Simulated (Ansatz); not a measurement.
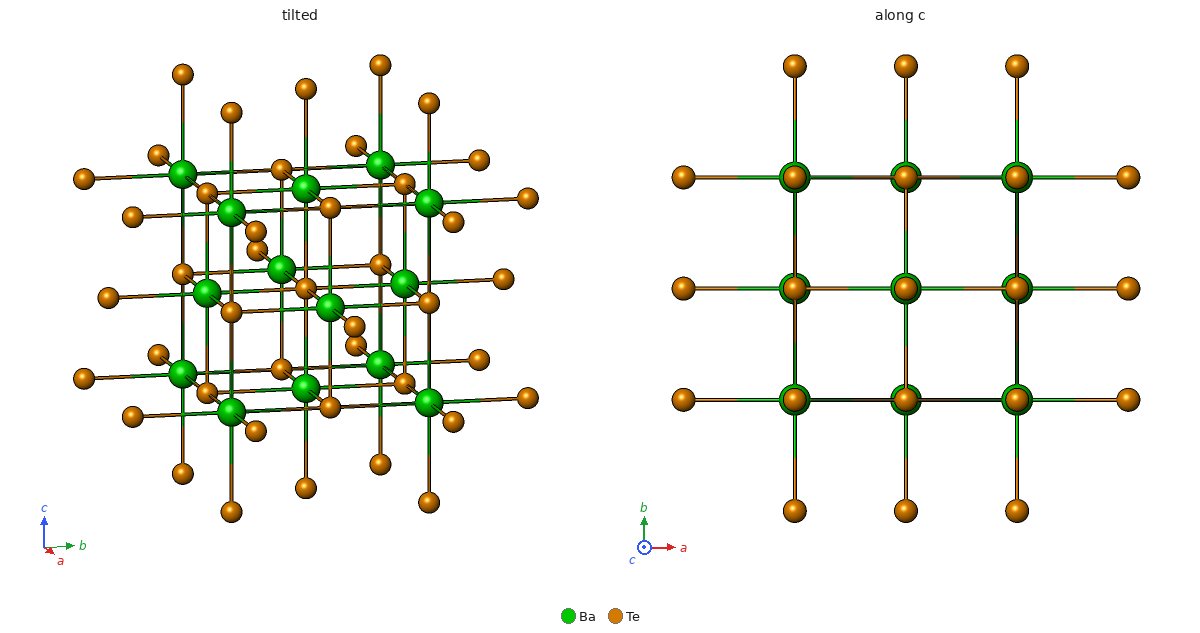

This ball-and-stick model is shown slightly off an axis and along the c axis. The frame is the conventional unit cell; atoms at its boundary are shown with their periodic copies. Some atoms of the next cells are drawn as well.

BaTe, space group Fm-3m (No. 225), a = 7.06 Å, b = 7.06 Å, c = 7.06 Å, α = 90.00°, β = 90.00°, γ = 90.00°.

Calculation details: G0W0 on PBE, plane waves, PAW (Ansatz); wavefunction cutoff 420 eV, k-points about 0.39 Å⁻¹ apart, no spin polarisation.

> How large a gap does the method give, if there is one?

A semiconductor at this level, with a gap of 1.65 eV, indirect; the smallest direct gap is 2.00 eV.

The initial geometry was a structure type filled with these elements by a generator (whether the compound takes this form wasn't checked). Earlier steps of the study, as a rule a relaxation of our own, may have changed the cell and positions, so they can lie some per cent off the listed ones. Ansatz was used for an electronic-structure calculation on it.
